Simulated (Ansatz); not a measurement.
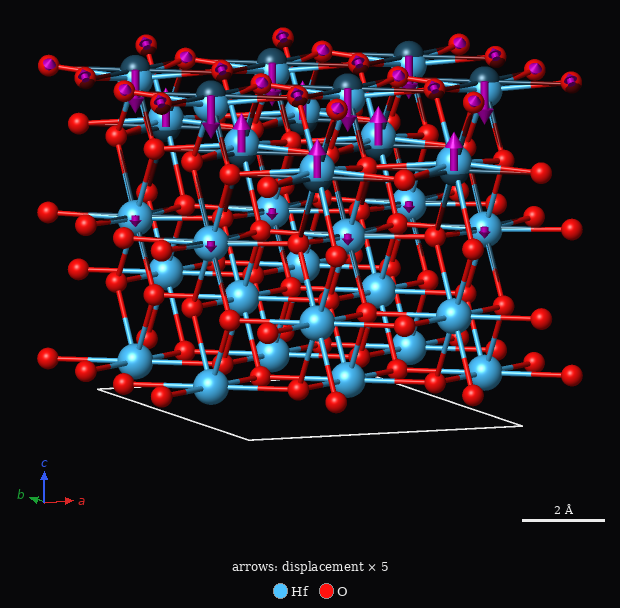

This is a constrained relaxation of a slab of composition HfO₂ (cut from the Fm-3m phase). The starting structure is drawn faded, the final one solid; purple arrows show the displacements, 5 times their true length.

Style: ball-and-stick. Shown: the 1 × 2 repeat of the cell, outlined in the plane, without the vacuum (origin shifted), slightly off an axis.

Case: clean slab, lower half held. The slab is the (1 1 0) face of HfO2. 12 atoms are held fixed.

Computed with DFT PBE+D3(BJ), scalar-relativistic, plane waves, PAW (Ansatz 0.2.0).

Input file:
```yaml
crystal:
  lattice:
    - [7.1741418983, 0.0, 0.0]
    - [0.0, 5.0728843854, 0.0]
    - [0.0, 0.0, 24.1741418983]
  atoms:
    - { symbol: Hf, position: [0.25, 0.5, 0.3516153763] }
    - { symbol: Hf, position: [0.75, 0.5, 0.3516153763] }
    - { symbol: O, position: [0.5, 0.75, 0.3516153763] }
    - { symbol: O, position: [0.0, 0.75, 0.3516153763] }
    - { symbol: O, position: [0.5, 0.25, 0.3516153763] }
    - { symbol: O, position: [0.0, 0.25, 0.3516153763] }
    - { symbol: Hf, position: [0.5, 0.0, 0.4258076881] }
    - { symbol: Hf, position: [0.0, 0.0, 0.4258076881] }
    - { symbol: O, position: [0.75, 0.25, 0.4258076881] }
    - { symbol: O, position: [0.25, 0.25, 0.4258076881] }
    - { symbol: O, position: [0.75, 0.75, 0.4258076881] }
    - { symbol: O, position: [0.25, 0.75, 0.4258076881] }
    - { symbol: Hf, position: [0.75, 0.5, 0.5] }
    - { symbol: Hf, position: [0.25, 0.5, 0.5] }
    - { symbol: O, position: [0.0, 0.75, 0.5] }
    - { symbol: O, position: [0.5, 0.75, 0.5] }
    - { symbol: O, position: [0.0, 0.25, 0.5] }
    - { symbol: O, position: [0.5, 0.25, 0.5] }
    - { symbol: Hf, position: [0.0, 0.0, 0.5741923119] }
    - { symbol: Hf, position: [0.5, 0.0, 0.5741923119] }
    - { symbol: O, position: [0.25, 0.25, 0.5741923119] }
    - { symbol: O, position: [0.75, 0.25, 0.5741923119] }
    - { symbol: O, position: [0.25, 0.75, 0.5741923119] }
    - { symbol: O, position: [0.75, 0.75, 0.5741923119] }
    - { symbol: Hf, position: [0.25, 0.5, 0.6483846237] }
    - { symbol: Hf, position: [0.75, 0.5, 0.6483846237] }
    - { symbol: O, position: [0.5, 0.75, 0.6483846237] }
    - { symbol: O, position: [0.0, 0.75, 0.6483846237] }
    - { symbol: O, position: [0.5, 0.25, 0.6483846237] }
    - { symbol: O, position: [0.0, 0.25, 0.6483846237] }
basis:
  ecutwfc: 420
kpoints:
  mp_grid: { grid: [4, 5, 1] }
hamiltonian:
  xc: pbe
  dispersion: d3bj
scf:
  occupations: { method: gaussian, width: 0.05 }
output:
  forces: true
  eigenvalues: true
  write_density: true
  write_potential: true
  elf: true
  volumetric_format: npy
relax:
  adjacent_minimum: "off"
  f_tol: 0.03
  max_steps: 70
  constraints: [{ sites: [0, 1, 2, 3, 4, 5, 6, 7, 8, 9, 10, 11] }]
efield:
  axis: 3
  dipole_correction: true
  ramp_width: 0.04
```

Run as
```bash
ansatz run input.yaml --threads 4 --pin off --max-ram 10240MiB --backend cpu --events-out ev --progress --plain --runs-dir out
```

**Atoms of which element are displaced furthest, and by how much?**

Hafnium: up to 0.21 Å, against 0.07 Å for oxygen.

**Describe the change and its energy.**

The largest moves, 0.21 Å, are those of Hf25 and Hf26. Hf25 goes along the normal (−c). Largest moves by element: Hf 0.21 Å, O 0.07 Å. The cell stays as it was. Near-neighbour distances that change, for instance: Hf19–Hf25 3.587 → 3.402 Å, O21–Hf25 2.197 → 2.027 Å, Hf13–Hf26 3.587 → 3.430 Å, O15–Hf19 2.197 → 2.349 Å. Bond angles that change, for instance: O27–Hf25–O30 180.0° → 166.2°, O21–Hf25–O23 70.5° → 78.2°, O21–Hf25–O27 109.5° → 116.5°. After 4 geometry steps the energy has fallen by 1.467 eV per cell of the calculation. Largest force component: 4.2 eV/Å at the start, 0.0087 eV/Å at the end.
